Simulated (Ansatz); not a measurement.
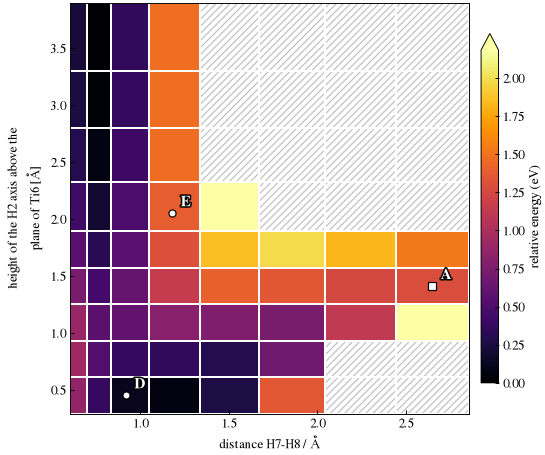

H₂ on a Ti(111) slab cut from the Im-3m phase, its upper half relaxed before the scan (6 atoms of substrate and one adsorbate in a 1 × 1 cell). H2 lies flat over one site of a rigid substrate while its bond length and height are varied; it sits over a bridge site, heights counted from the top plane, its axis along the first surface vector. First axis: distance H7-H8. Second axis: height of the H2 axis above the plane of Ti6. Grid: 8 × 9 points. At 19 points there is no value (left out: too close to the surface, or the stretched molecule far from it). Points are written as (first, second). All energies are given in eV relative to the lowest grid point. Level of theory: DFT PBE, scalar-relativistic, plane waves, PAW in Ansatz 0.2.0. Settings: cutoff 420 eV, k-mesh 6×6×1, gaussian smearing 0.1 eV, no spin polarisation.

In the figure: one coloured cell a grid point, one colour for all values above the top of the scale, hatched blanks where no value was computed, lettered points.

Q: Rank the lettered points by energy, lowest first.

A: D (0.12 eV), A (1.28 eV), E (1.39 eV).

PAW datasets: the set soft_1.
